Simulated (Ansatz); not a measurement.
# Single-point calculation of Fe (part 1 of 2)

System: Fe (slab, 5 atoms in the cell).
Method: DFT, PBE, PAW with Ansatz's default frozen-core files, scalar-relativistic, spin-polarised (Ansatz 0.2.0).

It belongs to a series of runs on one base structure; here: no images along the normal, PAW files. Figures and captions count atoms from 1; the log counts them from 0 in places.

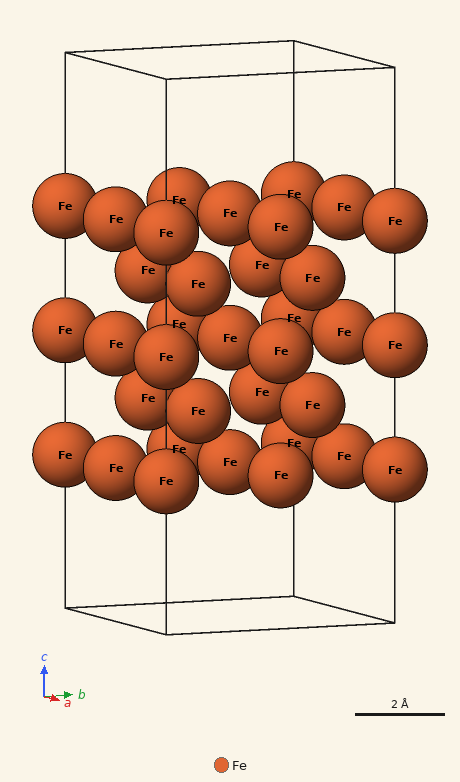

*The structure (spheres-only view of the 2 × 2 repeat of the cell, with the vacuum cut short, seen slightly off an axis).*

Input
```yaml
crystal:
  lattice:
    - [2.8313533229, 0.0, 0.0]
    - [0.0, 2.8313533229, 0.0]
    - [0.0, 0.0, 21.6627]
  atoms:
    - { symbol: Fe, position: [0.0, 0.0, 0.3690620398], spin: 2.5 }
    - { symbol: Fe, position: [0.5, 0.5, 0.4330388483], spin: 2.5 }
    - { symbol: Fe, position: [0.0, 0.0, 0.5000000265], spin: 2.5 }
    - { symbol: Fe, position: [0.5, 0.5, 0.5669611539], spin: 2.5 }
    - { symbol: Fe, position: [0.0, 0.0, 0.6309379315], spin: 2.5 }
  periodic: [true, true, false]
magnetization:
  spin_polarized: true
kpoints:
  mp_grid: { grid: [14, 14, 1] }
scf:
  occupations: { method: fermi_dirac, width: 0.1 }
hamiltonian:
  xc: pbe
  pseudopotentials: { kind: paw }
output:
  forces: true
  stress: true
  eigenvalues: true
  write_density: true
  write_potential: true
  elf: true
  volumetric_format: npy
```

Hardware: 3 threads of Arm Neoverse V2, 24 GiB of memory available, shared host.

Run as:
```bash
ansatz run input.yaml --threads 3 --pin off --max-ram 9216MiB --backend cpu --events-out ev --progress --plain --runs-dir out
```

What the program printed
```
Warning: crystal.periodic: the lattice vector that does not repeat stood 0.000° off the slab's normal, 21.663 Å along it as the deck builds it. The run solves the slab on a vector along the normal, 35.146 Å long, with every atom where it was (on the deck's vector they left 15.99 Å outside them, and the widest stretch free of ions among them is 1.45 Å). A fractional position that the run reports is one of the run's cell, which starts as this one, and not of the deck's: it goes into a deck with that cell's vectors. The slab on that cell runs as it stands in a deck that lists each atom with its symbol and moment, types crystal.periodic and leaves out crystal.checkpoint, crystal.saddle_side, crystal.structure_sha256, crystal.space_group, crystal.setting, crystal.reduce_to_primitive, crystal.supercell, crystal.defects and each atom's wyckoff. Where those keys changed the vectors of the plane, lay the indices of each lattice_plane and lattice_line anew on these rows. Along the normal they count this vector already. An outside_sphere can name other atoms there (type this run's as sites). In the order of the run's atom list the slab is: crystal.lattice: [[2.8313533229, 0.0, 0.0], [0.0, 2.8313533229, 0.0], [0.0, 0.0, 35.14587775825918]]; position: [0.0, 0.0, 0.22747704025393667]; position: [0.49999999999999994, 0.49999999999999994, 0.2669101259496628]; position: [0.0, 0.0, 0.3081826736142964]; position: [0.49999999999999994, 0.49999999999999994, 0.34945518996757213]; position: [0.0, 0.0, 0.38888825661761006];
Warning: the atoms were moved onto the symmetric positions of the space group found under crystal.symmetry.tolerance 1.0e-5 (fractional; no operation is sought that the atoms, as they stand in a round, miss by more than twice it, and no atom is moved by as much as it), and the run uses the moved positions. Before a round's move an operation carried an atom to 1.15e-6 Å from where it should land, the largest such distance. Atom 2 (counting from 0) moved farthest, by 5.74e-7 Å; the longest move in fractions of the cell, of whichever atom, is 1.6e-3 of the tolerance, in 1 round. To run the atoms as typed, lower crystal.symmetry.tolerance until the operations that they miss are no longer found, or set crystal.symmetry.detect: false (a key that needs symmetry detection or time reversal refuses this as the deck is read). The cell that the run holds for the slab and the positions used, fractions of it, in the order of the run's atom list, to be typed as slab_cell_height_set says: crystal.lattice: [[2.8313533229, 0.0, 0.0], [0.0, 2.8313533229, 0.0], [0.0, 0.0, 35.14587775825918]]; position: [0.0, 0.0, 0.22747704909877892]; position: [0.49999999999999994, 0.49999999999999994, 0.2669101252716609]; position: [0.0, 0.0, 0.3081826572806156]; position: [0.49999999999999994, 0.49999999999999994, 0.3494551892895703]; position: [0.0, 0.0, 0.3888882654624523];
crystal.periodic: the lattice vector that does not repeat stood 0.000° off the slab's normal, 21.663 Å along it as the deck builds it. The run solves the slab on a vector along the normal, 35.146 Å long, with every atom where it was (on the deck's vector they left 15.99 Å outside them, and the widest stretch free of ions among them is 1.45 Å). A fractional position that the run reports is one of the run's cell, which starts as this one, and not of the deck's: it goes into a deck with that cell's vectors. The slab on that cell runs as it stands in a deck that lists each atom with its symbol and moment, types crystal.periodic and leaves out crystal.checkpoint, crystal.saddle_side, crystal.structure_sha256, crystal.space_group, crystal.setting, crystal.reduce_to_primitive, crystal.supercell, crystal.defects and each atom's wyckoff. Where those keys changed the vectors of the plane, lay the indices of each lattice_plane and lattice_line anew on these rows. Along the normal they count this vector already. An outside_sphere can name other atoms there (type this run's as sites). In the order of the run's atom list the slab is: crystal.lattice: [[2.8313533229, 0.0, 0.0], [0.0, 2.8313533229, 0.0], [0.0, 0.0, 35.14587775825918]]; position: [0.0, 0.0, 0.22747704025393667]; position: [0.49999999999999994, 0.49999999999999994, 0.2669101259496628]; position: [0.0, 0.0, 0.3081826736142964]; position: [0.49999999999999994, 0.49999999999999994, 0.34945518996757213]; position: [0.0, 0.0, 0.38888825661761006];
Engine: ansatz 0.2.0, aarch64-unknown-linux-gnu
Pseudopotentials: kind: paw
Pseudopotential: Fe, paw, valence charge 16, recommended cutoff 420 eV (normal), Fe.paw.azcp
Functional definition: PBE
  parameter kappa = 0.804
  parameter beta = 0.06672455060314922
  exchange = pbe_x(kappa = kappa, mu = beta*pi^2/3)
  correlation = pbe_c(beta = beta)
Crystal: 5 atoms, lattice volume = 281.749 Å³
Basis set: ecut = 420 eV, 5561 PW (Γ), exchange–correlation on 40×40×480 points (8 copies of the dense FFT grid, shifted against one another)
Bands: 56, of which v1, the nominal top of the filled ones, is band 40 counted from 1 (39 counted from 0)
Symmetry: 16 space group operations
Space group: P4/mmm (ITA 123), of the structure as read, at distance tolerance 6.6e-5 Å
Magnetic group: BNS 123.339 (UNI 999), of the structure as read, at distance tolerance 6.6e-5 Å
k-points: 36 of 196
Non-local potential: Fe, projectors of the file, l = 0: 3, l = 1: 2, l = 2: 3, l = 3: 1
PAW form: soft (Blöchl's): semilocal exchange-correlation on the pseudo side does not see the compensation charge
PAW one-centre angular grid: Fe, 590 points (default); XC on 64 Gauss nodes
Initial density: superposition of atomic densities (neutral atoms: chi_scale 0, normalization atom)
Starting moments: Σ|m| = 12.5 μB on 5 of 5 sites
Initial wavefunctions: pseudopotential atomic-orbital guess
Functional: x = pbe(κ = 0.804, μ = 0.2195149727645171), c = pbe(β = 0.06672455060314922)
SCF iter   1: F=—  HF=-22399.874737 eV  |F-HF|=—  |Δ(HF+E_count)|=         —  Δρ=4.77e-2 (↑2.77e-2 ↓4.77e-2)  dr2=1.50e1  dr2_m=2.94e0  M=12.998 μB ∫|m|=13.135 μB  β_m=0.30  ethr=3.10e-3  ⟨swp⟩=18.9  Hψ=32821  notcnv=0  defer=67
Mixer restart at iter 1: flushing history
preconditioner: auto → LDOS  [metal: Δε(μ)=0.000 eV  Ē_g=6.693 eV  σ=0.100 eV  W_gap=0.00  n_scr=24 (ndim 8)  ℏωp=14.0 eV  f_vac=0.728  D(μ)=5.23/eV (n_scr^D=20)]
spin=Collinear: LDOS preconditioning applied to the charge; magnetization (m = ρ↑ − ρ↓) channel mixes plain (no charge-response kernel on spin).
SCF iter   2: F=—  HF=-22397.456491 eV  |F-HF|=—  |Δ(HF+E_count)|=    2.42e0  Δρ=2.60e-2 (↑2.45e-2 ↓2.60e-2)  dr2=2.32e0  dr2_m=1.50e0  M=13.422 μB ∫|m|=13.648 μB  β_m=0.38  ethr=3.10e-3  ⟨swp⟩=3.9  Hψ=8743  notcnv=0  defer=190
SCF iter   3: F=—  HF=-22399.088298 eV  |F-HF|=—  |Δ(HF+E_count)|=    1.63e0  Δρ=1.16e-2 (↑6.86e-3 ↓1.16e-2)  dr2=8.11e-2  dr2_m=2.05e-1  M=13.098 μB ∫|m|=13.420 μB  β_m=0.43  ethr=2.90e-3  ⟨swp⟩=3.7  Hψ=7555  notcnv=0  defer=187
SCF iter   4: F=—  HF=-22399.712028 eV  |F-HF|=—  |Δ(HF+E_count)|=   6.24e-1  Δρ=4.26e-3 (↑4.26e-3 ↓4.23e-3)  dr2=6.01e-2  dr2_m=4.05e-2  M=13.097 μB ∫|m|=13.505 μB  β_m=0.71  ethr=1.01e-4  ⟨swp⟩=3.7  Hψ=9628  notcnv=0  defer=187
SCF iter   5: F=—  HF=-22399.970474 eV  |F-HF|=—  |Δ(HF+E_count)|=   2.58e-1  Δρ=3.07e-3 (↑3.07e-3 ↓9.62e-4)  dr2=2.36e-2  dr2_m=6.47e-3  M=13.117 μB ∫|m|=13.619 μB  β_m=0.79  ethr=7.51e-5  ⟨swp⟩=3.1  Hψ=7537  notcnv=0  defer=194
SCF iter   6: F=—  HF=-22399.977531 eV  |F-HF|=—  |Δ(HF+E_count)|=   7.06e-3  Δρ=9.84e-4 (↑9.84e-4 ↓4.52e-4)  dr2=2.92e-3  dr2_m=8.41e-4  M=13.078 μB ∫|m|=13.599 μB  β_m=0.89  ethr=2.95e-5  ⟨swp⟩=3.0  Hψ=7707  notcnv=0  defer=199
SCF iter   7: F=—  HF=-22399.977910 eV  |F-HF|=—  |Δ(HF+E_count)|=   3.80e-4  Δρ=3.14e-4 (↑3.14e-4 ↓2.14e-4)  dr2=2.29e-4  dr2_m=1.08e-4  M=13.069 μB ∫|m|=13.598 μB  β_m=0.93  ethr=3.65e-6  ⟨swp⟩=3.2  Hψ=8225  notcnv=0  defer=201
SCF iter   8: F=—  HF=-22399.977939 eV  |F-HF|=—  |Δ(HF+E_count)|=   2.85e-5  Δρ=8.01e-5 (↑5.74e-5 ↓8.01e-5)  dr2=4.93e-5  dr2_m=2.52e-6  M=13.068 μB ∫|m|=13.600 μB  β_m=0.89  ethr=2.86e-7  ⟨swp⟩=3.2  Hψ=8552  notcnv=0  defer=201
SCF iter   9: F=—  HF=-22399.977942 eV  |F-HF|=—  |Δ(HF+E_count)|=   3.51e-6  Δρ=4.16e-5 (↑4.16e-5 ↓2.33e-5)  dr2=9.89e-6  dr2_m=6.41e-7  M=13.068 μB ∫|m|=13.601 μB  β_m=0.73  ethr=6.16e-8  ⟨swp⟩=3.3  Hψ=7902  notcnv=0  defer=201
SCF iter  10: F=—  HF=-22399.977940 eV  |F-HF|=—  |Δ(HF+E_count)|=   2.02e-6  Δρ=1.28e-5 (↑1.28e-5 ↓1.06e-5)  dr2=1.13e-6  dr2_m=9.15e-8  M=13.068 μB ∫|m|=13.601 μB  β_m=0.69  ethr=1.24e-8  ⟨swp⟩=3.2  Hψ=7764  notcnv=0  defer=201
SCF iter  11: F=—  HF=-22399.977941 eV  |F-HF|=—  |Δ(HF+E_count)|=   2.77e-7  Δρ=3.20e-6 (↑2.58e-6 ↓3.20e-6)  dr2=5.78e-8  dr2_m=1.19e-8  M=13.069 μB ∫|m|=13.601 μB  β_m=0.81  ethr=1.41e-9  ⟨swp⟩=3.0  Hψ=7241  notcnv=0  defer=201
SCF iter  12: F=-22399.977941 eV  HF=-22399.977941 eV  |F-HF|=1.67e-8  |Δ(HF+E_count)|=   1.49e-7  Δρ=2.20e-6 (↑1.76e-6 ↓2.20e-6)  dr2=3.02e-8  dr2_m=2.53e-9  M=13.069 μB ∫|m|=13.601 μB  ethr=7.23e-11  ⟨swp⟩=25.7  Hψ=43470  notcnv=0
SCF 1 converged in 12 iterations: F = -22399.977941 eV  dr2 = 3.02e-8
  greatest PAW one-centre occupation: 1.003 electrons in one spin orbital (limit 2), on the Fe atom at site 4 (counted from 0), in its partial waves of l = 1
```

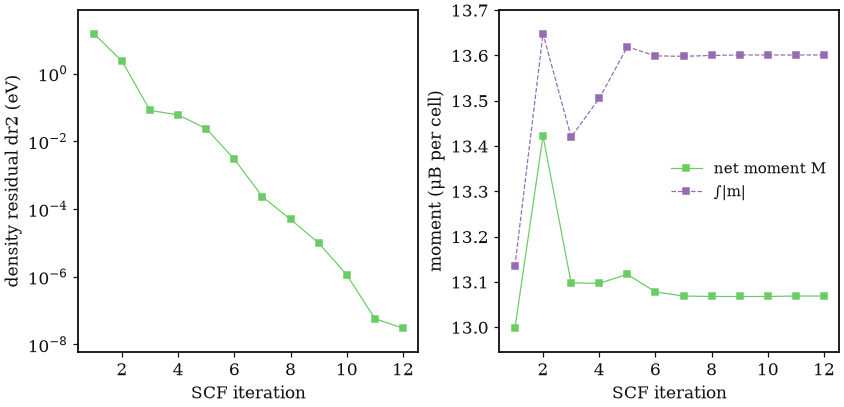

*Convergence of the self-consistent field: density residual dr2 and magnetic moment against the SCF iteration.*

The residual falls at every step. The net moment goes from 13.0 to 13.1 μB per cell.

```
WARN: The output density's exchange-correlation potential varies sharply where the density is thin. Do not read a vacuum level from v_tot or v_xc, or from such a field of the output density. On a cell that repeats whose density bears no net charge and no dipole along the vacuum's axis use v_es (v_loc + v_h of the components); under efield.dipole_correction with no amplitude use v_es + v_field, which holds any external_charges[].barrier, or the levels of the report's work_function block, which leave it out; under a non-zero efield.amplitude the vacuum is tilted and has no level; on a cell that repeats and bears such a dipole with no correction it is tilted too, and efield.dipole_correction with no amplitude gives each side of its ramp a level where efield: is served; in a cell that repeats whose density bears a net charge (total_charge, or a fill off its count) it is curved and has none; of a slab under crystal.periodic whose density bears no net charge use v_es, which has a level on each side, short of where the two are joined; of another it falls or rises all the way out and has none; of a slab beside external_charges read slab_vacuum_level instead, which it has where they leave it neutral. The grid or the basis barely resolves most such structure, and the values can differ between equally converged runs; as a rule a tighter scf.convergence.dr2_threshold does not remove it. Where the density itself ripples (under the LDA too) a higher basis.ecutwfc lessens it. The files hold the spikes' plane waves up to the density's cutoff. Files: v_tot_of_output_density and the like, and their columns of v_z.tsv (output.write_potential); v_xc_of_output_density and the like, and their columns of v_comp_z.tsv (output.write_potential_components). Measured: with its Gaussian average of σ = 0.25 Å subtracted twice, the exchange-correlation potential is over 0.1 eV at 397 of the grid points where the equally averaged density (valence and model cores) is under 1e-3 e/Å³, and 0.317 eV at the most among them, at an averaged density of 3.1e-9 e/Å³. The input density's (outcome.potential() and, of a run that writes arrays, v_tot and v_xc) is over 0.1 eV, so measured, at 19 points of its own thin density, 0.217 eV at the most. See output.write_potential in the manual, Limitations
SCF converged after 12 iterations
Magnetization: 13.0687 μB (46.5344 up, 33.4656 down)
Absolute magnetization: 13.6014 μB (∫|ρ↑−ρ↓|, with the PAW one-centre terms)
```
